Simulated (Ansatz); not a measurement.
**Lanthanum, dhcp under PBE: how the cold (Marzari-Vanderbilt) smearing moves the result**

Aim: find which cold (Marzari-Vanderbilt) smearing width is enough for energy and pressure. The geometry was relaxed under PBE beforehand and stays fixed; 7 values are run, from 0.01 to 1.0 eV. Wanted are the values from which on the energy stays within 10 and 1 meV/atom, and the pressure within 0.5 GPa, of the narrowest run. Within the series other settings stay, but some runs also write fields, which adds to their time. Spin polarisation is left out.

Program: Ansatz 0.2.0. Level of theory: DFT PBE, plane waves with PAW, scalar-relativistic. These are calculated values, not measurements.

## 1. The structure to begin with

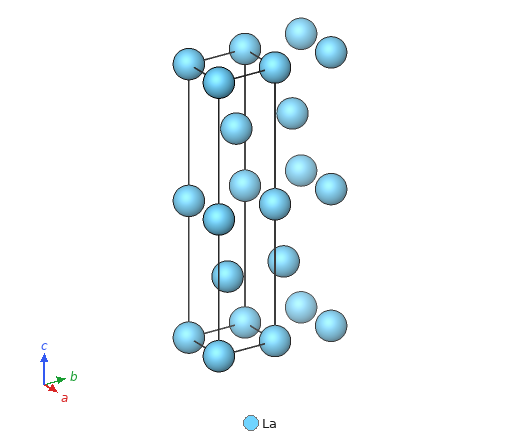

The structure, seen slightly off an axis (lanthanum blue). 1×2×1 cells are drawn. Any atoms on the faces are drawn again on the opposite ones.

As a file:

```cif
data_structure
_symmetry_space_group_name_H-M 'P6_3/mmc'
_symmetry_Int_Tables_number 194
_cell_length_a 3.7727
_cell_length_b 3.7727
_cell_length_c 12.1127
_cell_angle_alpha 90.000
_cell_angle_beta 90.000
_cell_angle_gamma 120.000
_cell_volume 149.31
loop_
_atom_site_label
_atom_site_type_symbol
_atom_site_symmetry_multiplicity
_atom_site_Wyckoff_symbol
_atom_site_fract_x
_atom_site_fract_y
_atom_site_fract_z
_atom_site_occupancy
La1 La 2 a 0.00000 0.00000 0.00000 1
La2 La 2 d 0.33333 0.66667 0.75000 1
```

## 2. Run at 0.01 eV

The run at 0.01 eV.

File input.yaml:

```yaml
crystal:
  lattice:
    - [3.7726980145, 0.0, 0.0]
    - [-1.8863490072, 3.2672523214, 0.0]
    - [0.0, 0.0, 12.1127038589]
  atoms:
    - { symbol: La, position: [0.0, 0.0, 0.0] }
    - { symbol: La, position: [0.0, 1.0, 0.5] }
    - { symbol: La, position: [0.3333333333, 0.6666666667, 0.75] }
    - { symbol: La, position: [0.6666666667, 0.3333333333, 0.25] }
hamiltonian:
  xc: pbe
  pseudopotentials:
    kind: paw
    azcp:
      La: "pseudopotentials/La.paw.azcp"
basis:
  ecutwfc: 420
  fft_grid_basis: typed
kpoints:
  mp_grid: { grid: [10, 10, 3], shift: [0, 0, 0] }
magnetization:
  spin_polarized: false
scf:
  occupations: { method: cold, width: 0.01 }
  lower_state_search: "off"
output:
  stress: true
  write_density: true
  write_potential: true
  elf: true
  volumetric_format: npy
```

The run is started by

```console
ansatz run input.yaml --threads 1 --pin off --max-ram 3584MiB --backend cpu --events-out ev --progress --plain --runs-dir out
```

Log (excerpt; [...] marks lines left out):

```text
[...]
Pseudopotentials: kind: paw
Pseudopotential: La, paw, valence charge 11, recommended cutoff 420 eV (normal), <dir>
Functional definition: PBE
[...]
Crystal: 4 atoms, lattice volume = 149.306 Å³
Basis set: ecut = 420 eV, 2933 PW (Γ)
Bands: 27, of which v1, the nominal top of the filled ones, is band 22 counted from 1 (21 counted from 0)
Symmetry: 24 space group operations
Space group: P63/mmc (ITA 194), of the structure as read, at distance tolerance 5.3e-5 Å
k-points: 28 of 300
[...]
SCF iter   1: F=—  HF=-25000.379379 eV  |F-HF|=—  |Δ(HF+E_count)|=         —  Δρ=3.20e-3  dr2=2.06e-2  ethr=1.77e-3  ⟨swp⟩=9.1  Hψ=4131  notcnv=0
[...]
SCF iter   7: F=-25000.380544 eV  HF=-25000.380544 eV  |F-HF|=1.89e-8  |Δ(HF+E_count)|=   3.41e-8  S|Δr|=    0.00e0  Δρ=3.67e-6  dr2=3.74e-8  ethr=2.27e-10  ⟨swp⟩=15.2  Hψ=5823  notcnv=0
[...]
SCF converged after 7 iterations
Stability not checked: this state was not tested for a lower state beside it, because cold or Methfessel-Paxton smearing, or corrected tetrahedra, fill the levels in a way that the test cannot read (fill_not_monotonic; see scf.lower_state_search)
Free energy (F): -25000.380544 eV
[...]
E sigma→0 (E₀):  -25000.380503 eV
Entropy (-TS):   -0.000124 eV (-0.031 meV/atom)
Fermi energy:    11.001421 eV
[...]
--- Stress (GPa, compression-positive) ---
        0.095148       0.000000      -0.000000
       -0.000000       0.095148       0.000000
       -0.000000       0.000000      -0.244522
  P = ⅓ Tr σ = -0.0181 GPa (-0.181 kbar)
--- Band table (eV; the first three rows and the last of 28) ---
  k-point 0: bands = ["-21.9107", "-21.8218", "-21.7967", "-21.7045", "-6.2688", "-5.6149", "-5.6041", "-5.0832", "-5.0832", "-5.0061", "-5.0061", "-4.9686", "-4.9686", "-4.8889", "-4.8889", "-4.8594", "7.7557", "9.0679", "9.1027", "9.2198", "11.4521", "11.5908", "12.1811", "12.2103", [...]
[...]
```

It took 13 s on 1 thread of Intel Xeon Platinum 8259CL at 2.50GHz (Skylake/Cascade Lake), shared host; peak memory 0.61 GiB.

## 3. Run at 0.03 eV

The run at 0.03 eV.

Changes to input.yaml since step 2:

```diff
@@ -24,3 +24,3 @@
 scf:
-  occupations: { method: cold, width: 0.01 }
+  occupations: { method: cold, width: 0.03 }
   lower_state_search: "off"
```

The run is started by

```console
ansatz run input.yaml --threads 1 --pin off --max-ram 3584MiB --backend cpu --events-out ev --progress --plain --runs-dir out
```

Log (excerpt; [...] marks lines left out):

```text
[...]
[... 3 set-up lines as earlier in the session ...]
[...]
Crystal: 4 atoms, lattice volume = 149.306 Å³
Basis set: ecut = 420 eV, 2933 PW (Γ)
Bands: 27, of which v1, the nominal top of the filled ones, is band 22 counted from 1 (21 counted from 0)
[... 2 set-up lines as earlier in the session ...]
k-points: 28 of 300
[...]
SCF iter   1: F=—  HF=-25000.379577 eV  |F-HF|=—  |Δ(HF+E_count)|=         —  Δρ=3.22e-3  dr2=2.12e-2  ethr=1.77e-3  ⟨swp⟩=8.3  Hψ=4080  notcnv=0
[...]
SCF iter   6: F=-25000.380268 eV  HF=-25000.380268 eV  |F-HF|=3.17e-8  |Δ(HF+E_count)|=   4.56e-7  S|Δr|=    0.00e0  Δρ=9.06e-6  dr2=9.77e-8  ethr=2.27e-10  ⟨swp⟩=14.0  Hψ=6815  notcnv=0
[...]
SCF converged after 6 iterations
Stability not checked: this state was not tested for a lower state beside it, because cold or Methfessel-Paxton smearing, or corrected tetrahedra, fill the levels in a way that the test cannot read (fill_not_monotonic; see scf.lower_state_search)
Free energy (F): -25000.380268 eV
[...]
E sigma→0 (E₀):  -25000.380265 eV
Entropy (-TS):   -0.000008 eV (-0.002 meV/atom)
Fermi energy:    10.997307 eV
[...]
--- Stress (GPa, compression-positive) ---
        0.081452      -0.000000      -0.000000
       -0.000000       0.081452       0.000000
       -0.000000       0.000000      -0.237890
  P = ⅓ Tr σ = -0.0250 GPa (-0.250 kbar)
--- Band table (eV; the first three rows and the last of 28) ---
  k-point 0: bands = ["-21.9106", "-21.8199", "-21.7990", "-21.7049", "-6.2690", "-5.6141", "-5.6052", "-5.0829", "-5.0829", "-5.0036", "-5.0036", "-4.9714", "-4.9714", "-4.8895", "-4.8895", "-4.8595", "7.7557", "9.0706", "9.0999", "9.2195", "11.4528", "11.5899", "12.1819", "12.2085", [...]
[...]
```

Wall time 16 s (1 thread of Intel Xeon Platinum 8259CL at 2.50GHz (Skylake/Cascade Lake), shared host); peak memory 0.61 GiB.

## 4. Run at 0.1 eV

The run at 0.1 eV.

Changes to input.yaml since step 3:

```diff
@@ -24,3 +24,3 @@
 scf:
-  occupations: { method: cold, width: 0.03 }
+  occupations: { method: cold, width: 0.1 }
   lower_state_search: "off"
@@ -28,5 +28 @@
   stress: true
-  write_density: true
-  write_potential: true
-  elf: true
-  volumetric_format: npy
```

The run is started by

```console
ansatz run input.yaml --threads 1 --pin off --max-ram 3584MiB --backend cpu --events-out ev --progress --plain --runs-dir out
```

Log (excerpt; [...] marks lines left out):

```text
[...]
[... 3 set-up lines as earlier in the session ...]
[...]
Crystal: 4 atoms, lattice volume = 149.306 Å³
Basis set: ecut = 420 eV, 2933 PW (Γ)
Bands: 27, of which v1, the nominal top of the filled ones, is band 22 counted from 1 (21 counted from 0)
[... 2 set-up lines as earlier in the session ...]
k-points: 28 of 300
[...]
SCF iter   1: F=—  HF=-25000.382652 eV  |F-HF|=—  |Δ(HF+E_count)|=         —  Δρ=3.17e-3  dr2=1.72e-2  ethr=1.77e-3  ⟨swp⟩=6.8  Hψ=3779  notcnv=0
[...]
SCF iter   6: F=-25000.384534 eV  HF=-25000.384534 eV  |F-HF|=6.91e-9  |Δ(HF+E_count)|=   6.16e-7  S|Δr|=    0.00e0  Δρ=7.91e-6  dr2=9.45e-8  ethr=2.27e-10  ⟨swp⟩=5.3  Hψ=3387  notcnv=0
[...]
SCF converged after 6 iterations
Stability not checked: this state was not tested for a lower state beside it, because cold or Methfessel-Paxton smearing, or corrected tetrahedra, fill the levels in a way that the test cannot read (fill_not_monotonic; see scf.lower_state_search)
Free energy (F): -25000.384534 eV
[...]
E sigma→0 (E₀):  -25000.381791 eV
Entropy (-TS):   -0.008230 eV (-2.058 meV/atom)
Fermi energy:    10.997093 eV
[...]
--- Stress (GPa, compression-positive) ---
        0.007716       0.000000      -0.000000
        0.000000       0.007716       0.000000
       -0.000000       0.000000      -0.111801
  P = ⅓ Tr σ = -0.0321 GPa (-0.321 kbar)
```

Wall time 12 s (1 thread of Intel Xeon Platinum 8259CL at 2.50GHz (Skylake/Cascade Lake), shared host); peak memory 0.6 GiB.

## 5. Run at 0.2 eV

The run at 0.2 eV.

Changes to input.yaml since step 4:

```diff
@@ -24,3 +24,3 @@
 scf:
-  occupations: { method: cold, width: 0.1 }
+  occupations: { method: cold, width: 0.2 }
   lower_state_search: "off"
```

The run is started by

```console
ansatz run input.yaml --threads 1 --pin off --max-ram 3584MiB --backend cpu --events-out ev --progress --plain --runs-dir out
```

Log (excerpt; [...] marks lines left out):

```text
[...]
[... 3 set-up lines as earlier in the session ...]
[...]
Crystal: 4 atoms, lattice volume = 149.306 Å³
Basis set: ecut = 420 eV, 2933 PW (Γ)
Bands: 27, of which v1, the nominal top of the filled ones, is band 22 counted from 1 (21 counted from 0)
[... 2 set-up lines as earlier in the session ...]
k-points: 28 of 300
[...]
SCF iter   1: F=—  HF=-25000.385617 eV  |F-HF|=—  |Δ(HF+E_count)|=         —  Δρ=3.22e-3  dr2=1.70e-2  ethr=1.77e-3  ⟨swp⟩=5.8  Hψ=3674  notcnv=0
[...]
SCF iter   7: F=-25000.387560 eV  HF=-25000.387560 eV  |F-HF|=1.26e-9  |Δ(HF+E_count)|=   2.57e-8  S|Δr|=    0.00e0  Δρ=2.42e-6  dr2=1.00e-8  ethr=2.27e-10  ⟨swp⟩=4.3  Hψ=2774  notcnv=0
[...]
SCF converged after 7 iterations
Stability not checked: this state was not tested for a lower state beside it, because cold or Methfessel-Paxton smearing, or corrected tetrahedra, fill the levels in a way that the test cannot read (fill_not_monotonic; see scf.lower_state_search)
Free energy (F): -25000.387560 eV
[...]
E sigma→0 (E₀):  -25000.386450 eV
Entropy (-TS):   -0.003331 eV (-0.833 meV/atom)
Fermi energy:    10.976224 eV
[...]
--- Stress (GPa, compression-positive) ---
       -0.095434       0.000000      -0.000000
        0.000000      -0.095434       0.000000
       -0.000000       0.000000      -0.111416
  P = ⅓ Tr σ = -0.1008 GPa (-1.008 kbar)
```

Run time: 12 s. Hardware: 1 thread of Intel Xeon Platinum 8259CL at 2.50GHz (Skylake/Cascade Lake), shared host; peak memory 0.61 GiB.

## 6. Run at 0.3 eV

The run at 0.3 eV.

Changes to input.yaml since step 5:

```diff
@@ -24,3 +24,3 @@
 scf:
-  occupations: { method: cold, width: 0.2 }
+  occupations: { method: cold, width: 0.3 }
   lower_state_search: "off"
```

The run is started by

```console
ansatz run input.yaml --threads 1 --pin off --max-ram 3584MiB --backend cpu --events-out ev --progress --plain --runs-dir out
```

Log (excerpt; [...] marks lines left out):

```text
[...]
[... 3 set-up lines as earlier in the session ...]
[...]
Crystal: 4 atoms, lattice volume = 149.306 Å³
Basis set: ecut = 420 eV, 2933 PW (Γ)
Bands: 27, of which v1, the nominal top of the filled ones, is band 22 counted from 1 (21 counted from 0)
[... 2 set-up lines as earlier in the session ...]
k-points: 28 of 300
[...]
SCF iter   1: F=—  HF=-25000.390280 eV  |F-HF|=—  |Δ(HF+E_count)|=         —  Δρ=3.22e-3  dr2=1.52e-2  ethr=1.77e-3  ⟨swp⟩=5.5  Hψ=3670  notcnv=0
[...]
SCF iter   6: F=-25000.391534 eV  HF=-25000.391534 eV  |F-HF|=1.49e-9  |Δ(HF+E_count)|=   3.36e-7  S|Δr|=    0.00e0  Δρ=4.12e-6  dr2=2.76e-8  ethr=2.27e-10  ⟨swp⟩=4.7  Hψ=2986  notcnv=0
[...]
SCF converged after 6 iterations
Stability not checked: this state was not tested for a lower state beside it, because cold or Methfessel-Paxton smearing, or corrected tetrahedra, fill the levels in a way that the test cannot read (fill_not_monotonic; see scf.lower_state_search)
Free energy (F): -25000.391534 eV
[...]
E sigma→0 (E₀):  -25000.386039 eV
Entropy (-TS):   -0.016486 eV (-4.121 meV/atom)
Fermi energy:    10.971521 eV
[...]
--- Stress (GPa, compression-positive) ---
       -0.147360       0.000000      -0.000000
       -0.000000      -0.147360       0.000000
       -0.000000       0.000000      -0.084102
  P = ⅓ Tr σ = -0.1263 GPa (-1.263 kbar)
```

Wall time 11 s (1 thread of Intel Xeon Platinum 8259CL at 2.50GHz (Skylake/Cascade Lake), shared host); peak memory 0.59 GiB.

## 7. Run at 0.6 eV

The run at 0.6 eV.

Changes to input.yaml since step 6:

```diff
@@ -24,3 +24,3 @@
 scf:
-  occupations: { method: cold, width: 0.3 }
+  occupations: { method: cold, width: 0.6 }
   lower_state_search: "off"
```

The run is started by

```console
ansatz run input.yaml --threads 1 --pin off --max-ram 3584MiB --backend cpu --events-out ev --progress --plain --runs-dir out
```

Log (excerpt; [...] marks lines left out):

```text
band count auto-derived: 34 (N_el = 44.0; filled up to band 22; 27 by the electrons, moments and atoms)
[...]
[... 3 set-up lines as earlier in the session ...]
[...]
Crystal: 4 atoms, lattice volume = 149.306 Å³
Basis set: ecut = 420 eV, 2933 PW (Γ)
Bands: 34, of which v1, the nominal top of the filled ones, is band 22 counted from 1 (21 counted from 0)
[... 2 set-up lines as earlier in the session ...]
k-points: 28 of 300
[...]
SCF iter   1: F=—  HF=-25000.392802 eV  |F-HF|=—  |Δ(HF+E_count)|=         —  Δρ=2.96e-3  dr2=1.21e-2  ethr=1.77e-3  ⟨swp⟩=5.9  Hψ=4292  notcnv=0
[...]
SCF iter   7: F=-25000.394849 eV  HF=-25000.394849 eV  |F-HF|=1.09e-10  |Δ(HF+E_count)|=   9.00e-9  S|Δr|=    0.00e0  Δρ=1.98e-6  dr2=7.29e-9  ethr=2.27e-10  ⟨swp⟩=4.1  Hψ=3117  notcnv=0
[...]
SCF converged after 7 iterations
Stability not checked: this state was not tested for a lower state beside it, because cold or Methfessel-Paxton smearing, or corrected tetrahedra, fill the levels in a way that the test cannot read (fill_not_monotonic; see scf.lower_state_search)
Free energy (F): -25000.394849 eV
[...]
E sigma→0 (E₀):  -25000.400232 eV
Entropy (-TS):   0.016148 eV (4.037 meV/atom)
Fermi energy:    10.952891 eV
[...]
--- Stress (GPa, compression-positive) ---
       -0.172006       0.000000      -0.000000
        0.000000      -0.172006       0.000000
       -0.000000       0.000000       0.065678
  P = ⅓ Tr σ = -0.0928 GPa (-0.928 kbar)
```

Wall time 13 s (1 thread of Intel Xeon Platinum 8259CL at 2.50GHz (Skylake/Cascade Lake), shared host); peak memory 0.61 GiB.

## 8. Run at 1.0 eV

The run at 1.0 eV.

Changes to input.yaml since step 7:

```diff
@@ -24,3 +24,3 @@
 scf:
-  occupations: { method: cold, width: 0.6 }
+  occupations: { method: cold, width: 1.0 }
   lower_state_search: "off"
```

The run is started by

```console
ansatz run input.yaml --threads 1 --pin off --max-ram 3584MiB --backend cpu --events-out ev --progress --plain --runs-dir out
```

Log (excerpt; [...] marks lines left out):

```text
band count auto-derived: 48 (N_el = 44.0; filled up to band 22; 27 by the electrons, moments and atoms)
[...]
[... 3 set-up lines as earlier in the session ...]
[...]
Crystal: 4 atoms, lattice volume = 149.306 Å³
Basis set: ecut = 420 eV, 2933 PW (Γ)
Bands: 48, of which v1, the nominal top of the filled ones, is band 22 counted from 1 (21 counted from 0)
[... 2 set-up lines as earlier in the session ...]
k-points: 28 of 300
[...]
SCF iter   1: F=—  HF=-25000.464092 eV  |F-HF|=—  |Δ(HF+E_count)|=         —  Δρ=3.85e-3  dr2=2.20e-2  ethr=1.77e-3  ⟨swp⟩=5.9  Hψ=5297  notcnv=0
[...]
SCF iter   6: F=-25000.461752 eV  HF=-25000.461752 eV  |F-HF|=1.34e-9  |Δ(HF+E_count)|=   2.54e-7  S|Δr|=    0.00e0  Δρ=2.00e-6  dr2=5.28e-9  ethr=2.27e-10  ⟨swp⟩=7.8  Hψ=5958  notcnv=0
[...]
SCF converged after 6 iterations
Stability not checked: this state was not tested for a lower state beside it, because cold or Methfessel-Paxton smearing, or corrected tetrahedra, fill the levels in a way that the test cannot read (fill_not_monotonic; see scf.lower_state_search)
Free energy (F): -25000.461752 eV
[...]
E sigma→0 (E₀):  -25000.288121 eV
Entropy (-TS):   -0.520893 eV (-130.223 meV/atom)
Fermi energy:    10.977257 eV
[...]
--- Stress (GPa, compression-positive) ---
        0.484803      -0.000000      -0.000000
       -0.000000       0.484803       0.000000
       -0.000000       0.000000       0.890371
  P = ⅓ Tr σ = 0.6200 GPa (6.200 kbar)
```

Wall time 15 s (1 thread of Intel Xeon Platinum 8259CL at 2.50GHz (Skylake/Cascade Lake), shared host); peak memory 0.65 GiB.

## 9. Convergence table

Energies count from the run at 0.01 eV.

```csv
smearing (eV),F (meV/atom),E(σ → 0) (meV/atom),P (GPa),SCF cycles,CPU time
0.01,0.00,0.00,-0.02,7,13 s
0.03,0.07,0.06,-0.02,6,16 s
0.1,-1.00,-0.32,-0.03,6,11 s
0.2,-1.75,-1.49,-0.10,7,12 s
0.3,-2.75,-1.38,-0.13,6,11 s
0.6,-3.58,-4.93,-0.09,7,13 s
1.0,-20.30,23.10,0.62,6,15 s
```

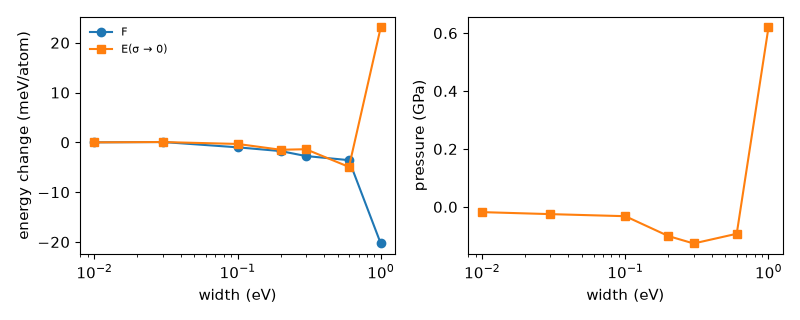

Energy and pressure against the cold (Marzari-Vanderbilt) smearing width.

## 10. Summary of results

| quantity | value |
| --- | --- |
| E(σ → 0) stays within 10 meV/atom of 0.01 eV | up to 0.6 eV |
| E(σ → 0) stays within 1 meV/atom | up to 0.1 eV |
| pressure stays within 0.5 GPa | up to 0.6 eV |
| pressure at 0.01 eV | -0.02 GPa |
| energy of a separate run on a finer mesh (13×13×4) | -0.5 meV/atom from 0.01 eV |

In words: The far end, 1.0 eV, lies +23.1 meV/atom and +0.6 GPa from the yardstick. Over the range F shifts by -20.3 meV/atom, while E(σ → 0) shifts by +23.1. This scheme cancels the term in the square of the width, so F moves little up to 0.2 eV. The mesh (10×10×3) is fixed, so the narrowest widths carry a k-point error of their own. A run on a finer mesh agrees with the yardstick to 1 meV/atom.
